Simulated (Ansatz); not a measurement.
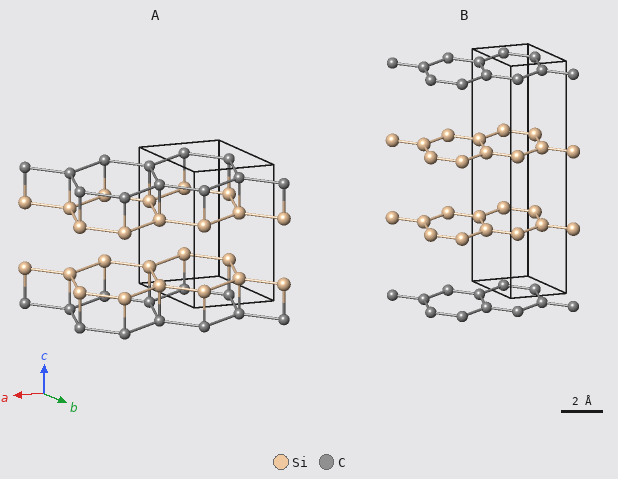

Two geometries of crystalline Si₂C (a generated structure, set up in P6/mmm) (coarse preliminary run), drawn at one scale. One is the start of a relaxation, the other its converged end. Style: ball-and-stick. Shown: the cell of the calculation, repeated 3 × 2 × 1 with one cell outlined, from a free direction.

The calculation used DFT PBE, scalar-relativistic, plane waves, PAW (Ansatz). (plane-wave cutoff 420 eV; k-point mesh 6 × 6 × 2; occupations gaussian; smearing width 0.1 eV; no spin polarisation; cell and atoms relaxed; force threshold 0.04 eV/Å; at most 70 steps)

Question: Which geometry has the lower energy?

Answer: Structure A is the relaxed one. After 25 accepted moves (27 points after the start) the energy has fallen by 5967 meV per atom. Largest force component: 0.021 eV/Å at the start, 0.016 eV/Å at the end. The pressure goes from 164.58 to −0.02 GPa. The SCF was repeated twice at an unchanged geometry on a basis and grid sized afresh for the cell, which shifted the energy by 128 meV per atom at most. The largest moves relative to the cell, 0.55 Å, are those of Si atoms. C stays in place. The volume changes by +20.0 %, with a = b 2.816 → 4.030 Å (+43.1 %), c 12.586 → 7.373 Å (−41.4 %). Some distances before and after: C–Si 4.195 → 1.906 Å, Si–Si 2.816 → 4.030 Å, C–C 1.626 → 2.327 Å, Si–Si 1.626 → 2.327 Å. New bonds form: C–Si (4.20 → 1.91 Å). The space group stays P6/mmm (No. 191). The run took 57 s on 1 thread of Arm Neoverse V1, with other jobs on the host, peak memory 0.34 GiB.

Limits of the set-up: the k-point mesh is coarse for a cell with partly filled bands.
